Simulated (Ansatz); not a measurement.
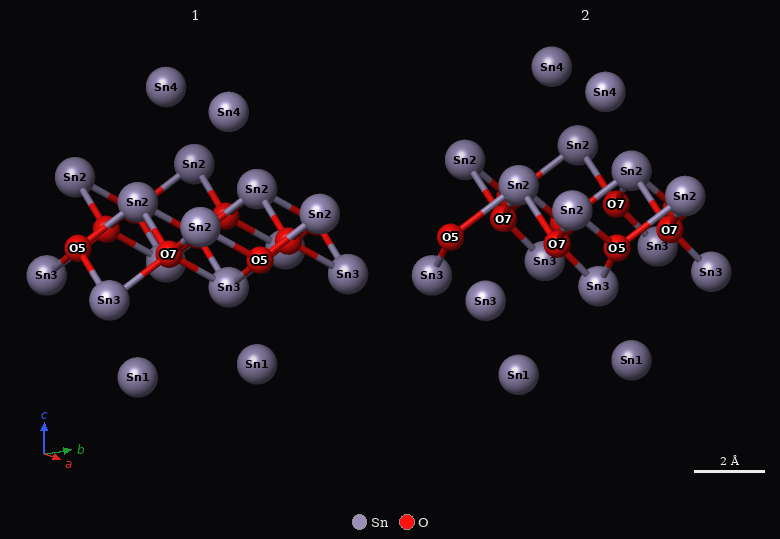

Two geometries of a crystal of SnO (built on the database_36 type) (coarse preliminary run), drawn at one scale. One is the start of a relaxation, the other its converged end. The picture is a ball-and-stick view of the atoms within 5.0 Å of the atom that moves most (axes of the cell of the calculation), seen slightly off an axis.

Theory: Ansatz, DFT PBE, scalar-relativistic, plane waves, PAW. (plane-wave cutoff 420 eV; k-point mesh 4 × 4 × 2; occupations gaussian; smearing width 0.1 eV; no spin polarisation; cell and atoms relaxed; force threshold 0.04 eV/Å; at most 70 steps)

Question: Which of the two is the end point?

Answer: Structure 1 is the relaxed one. Case: structure reported for this formula (Cmc2_1, No. 36). Over 5 accepted moves (7 points after the start) the energy falls by 944 meV per atom. The largest force component goes from 8.8 to 0.0044 eV/Å. Pressure: 9.96 GPa at the start and 0.00 GPa at the end. At 2 points the geometry stayed and the basis and grid were re-selected for the new cell (energy shift of 3.3 meV per atom at most each time). The largest moves relative to the cell, 0.38 Å, are those of O5, O6, O7 and O8. O5 goes along [1 1 0]. By element the largest moves are O 0.38 Å, Sn 0.34 Å. Cell: a = b 3.799 → 3.866 Å (+1.8 %), c 11.120 → 10.280 Å (−7.6 %), γ 97.7° → 90.0°. Volume −3.4 %. Among the contacts that change: O5–O7 1.800 → 2.732 Å, Sn3–O5 2.765 → 2.255 Å, Sn2–O5 2.527 → 2.255 Å, Sn3–O5 (another image) 1.992 → 2.255 Å. New bonds form: Sn3–O5 (2.77 → 2.25 Å), Sn3–O7 (2.77 → 2.25 Å). Bond angles that change, for instance: Sn2–O5–Sn3 127.7° → 105.4°, Sn2–O5–Sn2 108.3° → 118.0°, O5–Sn2–O5 108.3° → 118.0°. The space group (tolerance 0.01 Å) goes from Cmc2_1 (No. 36) to P4/nmm (No. 129). The run took 67 s on 1 thread of Intel(R) Xeon(R) Platinum 8375C CPU @ 2.90GHz (Ice Lake), with other jobs on the host, peak memory 0.45 GiB.
